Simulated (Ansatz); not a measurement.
Read the following structure.

```cif
data_structure
_symmetry_space_group_name_H-M 'P -3 m 1'
_symmetry_Int_Tables_number 164
_cell_length_a 2.4562
_cell_length_b 2.4562
_cell_length_c 24.1340
_cell_angle_alpha 90.000
_cell_angle_beta 90.000
_cell_angle_gamma 120.000
_cell_volume 126.09
loop_
_atom_site_label
_atom_site_type_symbol
_atom_site_symmetry_multiplicity
_atom_site_Wyckoff_symbol
_atom_site_fract_x
_atom_site_fract_y
_atom_site_fract_z
_atom_site_occupancy
C1 C 2 c 0.00000 0.00000 0.57047 1
C2 C 2 d 0.33333 0.66667 0.42952 1
```

Work out the structure from the coordinates.

The element is carbon. The cell holds four atoms. Around each C lie three C in a trigonal planar arrangement at 1.42 Å. The bonds build C layers parallel to (001).

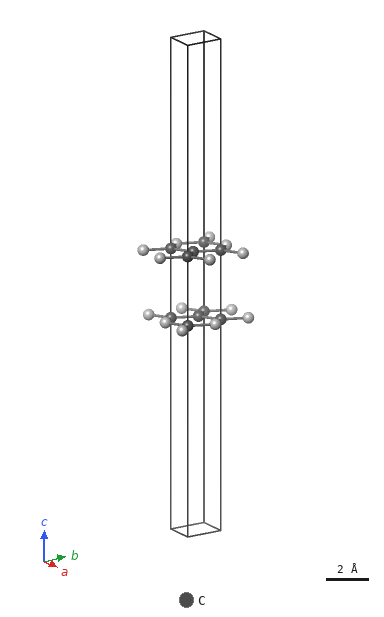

This ball-and-stick model is shown slightly off an axis. The parallelepiped is the simulation cell. Periodic images bonded to atoms of the box are shown as well, in fainter colours.

The cell started as a structure listed in the Materials Project. Earlier steps of the study may have refined or changed the cell and positions. Ansatz was used for an electronic-structure calculation on it.
